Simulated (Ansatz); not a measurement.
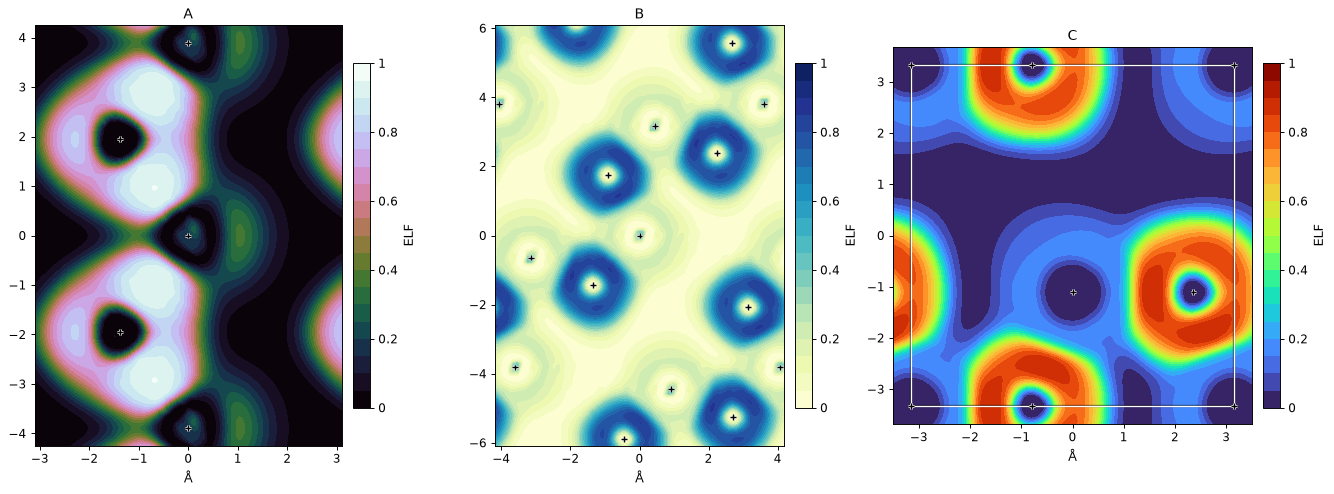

The electron localisation function of 3 systems, each on a plane through atoms (crosses mark nuclei in the plane).

Computed with DFT PBE, scalar-relativistic, plane waves, PAW in Ansatz.

System 1: GaN, the (101̄) plane of the calculation cell. Space group P6₃mc; a structure from a database of computed crystals, not necessarily the ambient phase.

```
CELL_PARAMETERS angstrom
0.00000 5.57438 -5.24317
4.82756 -2.78719 -5.24317
-4.82756 -2.78719 -5.24317
ATOMIC_POSITIONS crystal
Ga 0.94473 0.27807 0.27807
Ga 0.27807 0.94473 0.27807
Ga 0.94473 0.61140 0.94473
Ga 0.61140 0.61140 0.27807
Ga 0.27807 0.27807 0.94473
Ga 0.94473 0.94473 0.61140
Ga 0.61140 0.94473 0.94473
Ga 0.27807 0.61140 0.61140
Ga 0.61140 0.27807 0.61140
Ga 0.88918 0.88918 0.22251
Ga 0.22251 0.55584 0.22251
Ga 0.88918 0.22251 0.88918
Ga 0.55584 0.22251 0.22251
Ga 0.22251 0.88918 0.88918
Ga 0.88918 0.55584 0.55584
Ga 0.55584 0.55584 0.88918
Ga 0.22251 0.22251 0.55584
Ga 0.55584 0.88918 0.55584
N 0.81916 0.15249 0.15249
N 0.15249 0.81916 0.15249
N 0.81916 0.48582 0.81916
N 0.48582 0.48582 0.15249
N 0.15249 0.15249 0.81916
N 0.81916 0.81916 0.48582
N 0.48582 0.81916 0.81916
N 0.15249 0.48582 0.48582
N 0.48582 0.15249 0.48582
N 0.09693 0.09693 0.43027
N 0.43027 0.76360 0.43027
N 0.09693 0.43027 0.09693
N 0.76360 0.43027 0.43027
N 0.43027 0.09693 0.09693
N 0.09693 0.76360 0.76360
N 0.76360 0.76360 0.09693
N 0.43027 0.43027 0.76360
N 0.76360 0.09693 0.76360
```

System 2: ZnS, the (110) plane of the conventional cell. Space group P6₃mc; a structure from a database of computed crystals, not necessarily the ambient phase.

```xyz
4
Lattice="3.8441 0.0000 0.0000 -1.9220 3.3291 0.0000 0.0000 0.0000 6.3046" Properties=species:S:1:pos:R:3 pbc="T T T"
Zn    0.0000    2.2194    0.0017
Zn    1.9221    1.1097    3.1540
S     0.0000    2.2194    2.3625
S     1.9221    1.1097    5.5149
```

System 3: AlP, the (011) plane of the conventional cell. Space group F-43m.

Match each panel to its system.

Panel A is system 3, AlP: the plane holds Al and P. Al–P (2.38 Å): the ELF peaks at about 0.95 between the atoms; a covalent bond. Panel B is system 1, GaN: the plane holds Ga and N. Ga–N (1.98 Å): the ELF peaks at about 0.85 in the valence shell of N, 0.7 Å from its nucleus, and is about 0.50 at the midpoint. Panel C is system 2, ZnS: the plane holds Zn and S. Zn–S (2.36 Å): the ELF peaks at about 0.90 in the valence shell of S, 0.8 Å from its nucleus, and is about 0.55 at the midpoint.
